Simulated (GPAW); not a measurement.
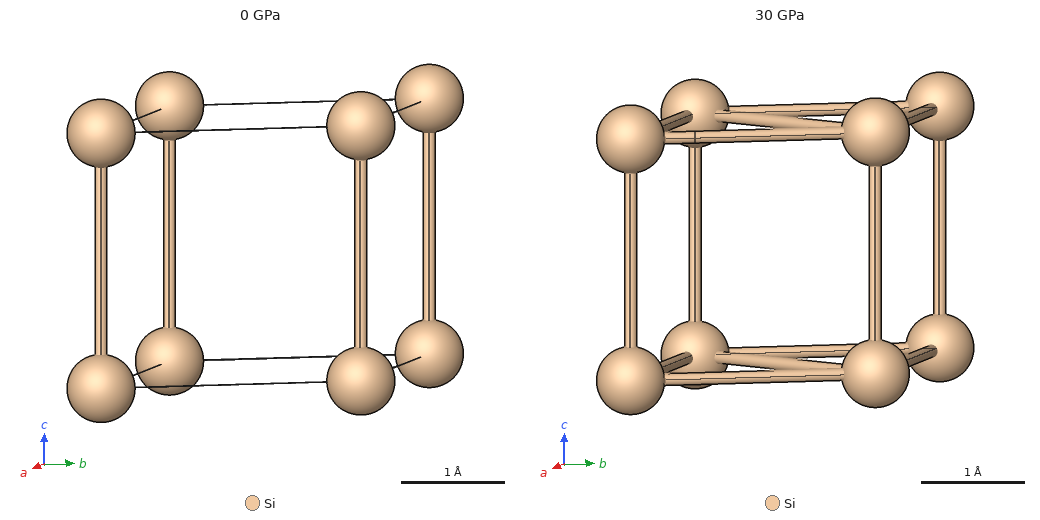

Si, simple hexagonal, space group P6/mmm (No. 191), relaxed (cell and atoms) under a series of hydrostatic pressures; the conventional cell is drawn at the lowest and the highest, to one scale (sticks follow a distance rule). The start was a structure listed in the Materials Project. This isn't the form of Si at room conditions, which is diamond.

Alike in all runs: GPAW 26.7.0; functional PBEsol; potentials PAW data sets generated in the run's folder for this functional; cutoff 600 eV; k mesh 12 × 12 × 11 on the run's cell of 1 atom; occupations fermi-dirac, width 0.05 eV; no spin polarisation; no spin-orbit coupling.

| pressure (GPa) | volume (Å³/atom) | a (Å) | c (Å) |
| --- | --- | --- | --- |
| -0.1 | 14.786 | 2.617 | 2.493 |
| 2.0 | ? | ? | ? |
| 5.2 | 14.193 | 2.580 | 2.462 |
| 10.0 | 13.743 | 2.553 | 2.436 |
| 20.0 | 12.998 | 2.504 | 2.394 |
| 30.0 | 12.414 | 2.464 | 2.360 |

Fit a third-order Birch-Murnaghan equation to the rows given and use it to fill in the volume that is left out.

Answer. The fit gives V0 = 14.78 Å³/atom, B0 = 118 GPa and B0′ = 4.3, which puts the volume at 2.0 GPa at 14.54 Å³/atom. The run gave volume 14.542 Å³/atom; a 2.602 Å; c 2.480 Å.

Which axis yields most up to 30 GPa?

Answer. The axes shrink nearly alike: a −5.8 %, c −5.3 %, against −16.0 % in volume.

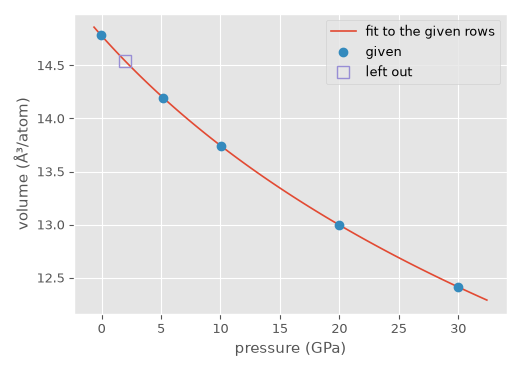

Volume against pressure, with the fit. The structure was kept in its own symmetry, so a change to another phase within this range wouldn't be seen.

Caveat: later steps reuse the first step's grids.
